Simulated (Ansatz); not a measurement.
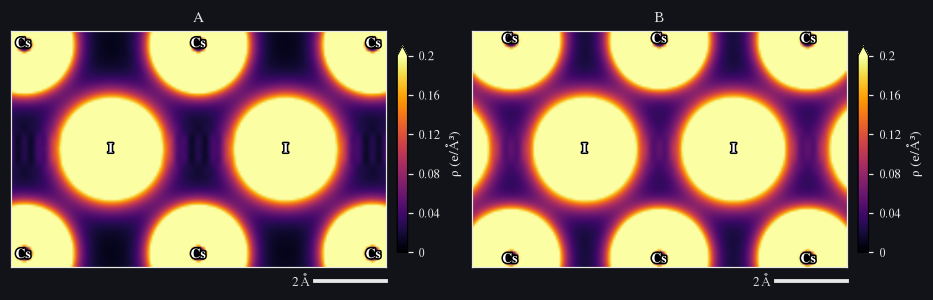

CsI. The valence pseudo-density of two cells that differ in size and shape, on the (110) plane of each (indices in the axes of the calculation cell), at one length scale and on one colour scale: A has 43.5 Å³ an atom and B 40.4.

Space group P4/mmm.

Computed with DFT r2SCAN, scalar-relativistic, plane waves, PAW in Ansatz 0.2.0.

The density is the valence pseudo-density of a PAW calculation; it isn't the true density close to the nuclei.

What changes from the larger cell to the smaller?

Answer. From the larger cell to the smaller, Cs–I goes from 3.86 to 3.74 Å, and the density at its midpoint from 0.06 to 0.08 e/Å³; the pressure goes from 1.9 to 3.9 GPa; the Kohn–Sham gap goes from 3.6 eV to 4.1 eV.
